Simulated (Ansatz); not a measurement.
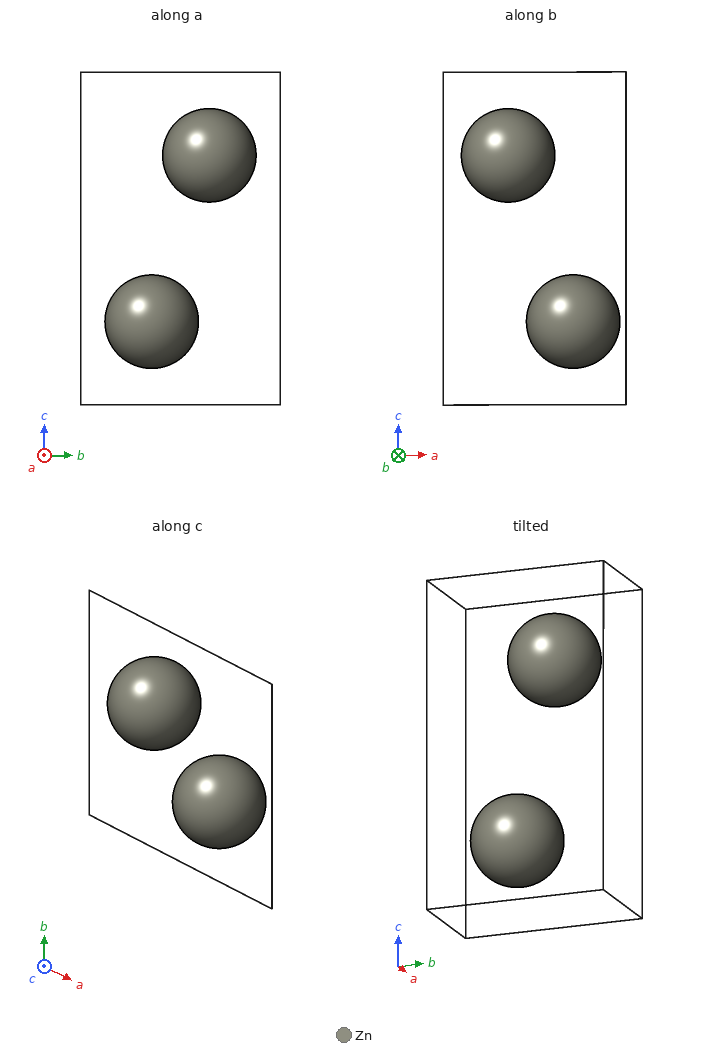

Shown here is a spheres-only view of the crystal, taken along the a axis, along the b axis, along the c axis and slightly off an axis. Thin lines show the unit cell, with boundary atoms drawn in all their periodic places.

Lattice parameters: a = 2.637 Å, b = 2.880 Å, c = 4.264 Å, α = 90.08°, β = 89.82°, γ = 117.25°. Put a along x and b in the xy plane.

Question: Express the structure as a POSCAR file, with free fractional coordinates to two decimals.

Answer:
```
Zn
1.0
     2.637    0.000    0.000
    -1.319    2.560    0.000
     0.013    0.000    4.264
Zn
2
Direct
  0.36 0.64 0.75
  0.71 0.36 0.25
```

Origin of the cell: a structure type filled with this element by a generator (whether the element takes this form wasn't checked). Earlier steps of the study may have refined or changed the cell and positions. Ansatz was used for an electronic-structure calculation on it.

At this level of theory the cell isn't at rest (compressed, at 7 GPa), so its distances can differ from those at equilibrium, the more so the softer the solid.
